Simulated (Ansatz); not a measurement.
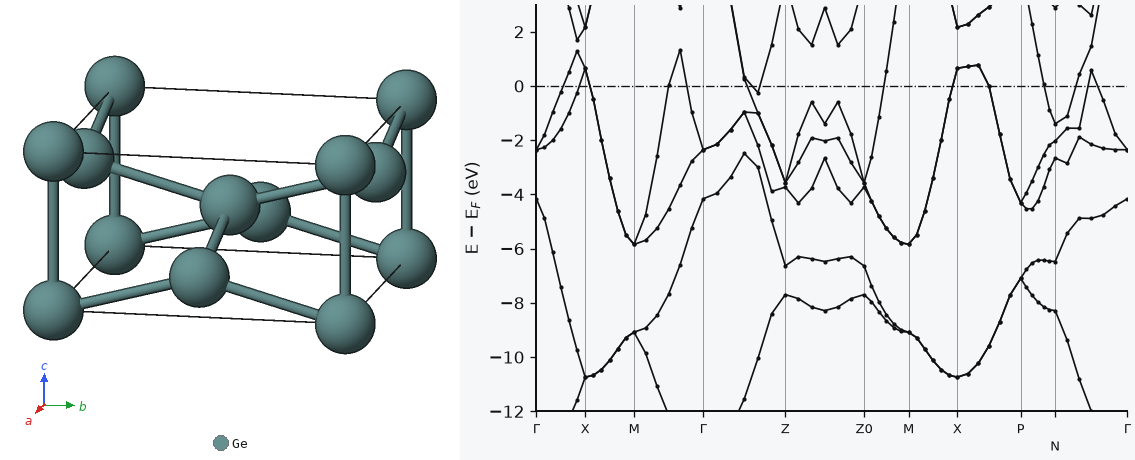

Band structure, beside the structure. Energies are counted from the Fermi level. The path runs straight from each named point to the next. The path has few k points, so lines between them are rough.

Structure: Ge, space group I4_1/amd (No. 141), 2 atoms in the cell, a structure borrowed from another compound.

Level of theory: DFT with r2SCAN, PAW plane waves, no spin polarisation, 13×13×13 k mesh, 500 eV cutoff, Gaussian smearing of 0.27 eV; code Ansatz.

Metal, semiconductor or insulator?

Answer. A metal: bands cross the Fermi level along this path.

The structure was built from a prototype or by substitution, so it need not be a known phase.
